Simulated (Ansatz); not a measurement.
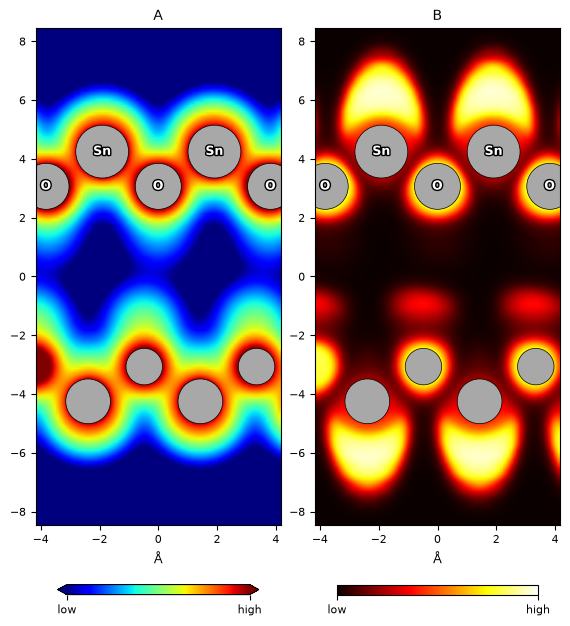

SnO (slab): 2 fields on the (100) plane of the calculation cell, a cut from vacuum to vacuum, with unlabelled colour scales. Grey discs cover the atomic cores.

A point of a scan over the structure, not its minimum; PAW files of the earlier set (soft_1).

Level of theory: DFT PBE+D3(BJ), scalar-relativistic, plane waves, PAW in Ansatz 0.2.0.

The calculation's input:

```
crystal:
  lattice:
    - [3.8201715376, 0.0, 0.0]
    - [0.0, 3.8201715376, 0.0]
    - [0.0, 0.0, 22.2260699824]
  atoms:
    - { symbol: Sn, position: [0.5, 0.0, 0.2024649434] }
    - { symbol: O, position: [0.0, 0.0, 0.2556240262] }
    - { symbol: O, position: [0.5, 0.5, 0.2556240262] }
    - { symbol: Sn, position: [0.0, 0.5, 0.3087831091] }
    - { symbol: Sn, position: [0.125, 0.625, 0.4784037394] }
    - { symbol: O, position: [0.625, 0.625, 0.5315628222] }
    - { symbol: O, position: [0.125, 0.125, 0.5315628222] }
    - { symbol: Sn, position: [0.625, 0.125, 0.5847219051] }
basis:
  ecutwfc: 420
kpoints:
  mp_grid: { grid: [7, 7, 1] }
hamiltonian:
  xc: pbe
  pseudopotentials: { kind: paw, azcp: { folder: soft_1 } }
  dispersion: d3bj
scf:
  occupations: { method: gaussian, width: 0.05 }
output:
  forces: true
  eigenvalues: true
  write_density: true
  write_potential: true
  elf: true
  volumetric_format: npy
efield:
  axis: 3
  dipole_correction: true
  ramp_width: 0.04
```

Run with:

```sh
ansatz run input.yaml --threads 2 --pin off --max-ram 6144MiB --backend cpu --events-out ev --progress --plain --runs-dir out
```

Question: Match the panels to the quantities (electron localisation function and valence pseudo-density).

Answer: Panel A: valence pseudo-density. Panel B: electron localisation function. From the grid: Sn–O (2.25 Å): ρ is about 0.44 e/Å³ halfway; the ELF peaks at about 0.85 in the valence shell of O, 0.6 Å from its nucleus, and is about 0.20 at the midpoint: no localised pair shows between them.
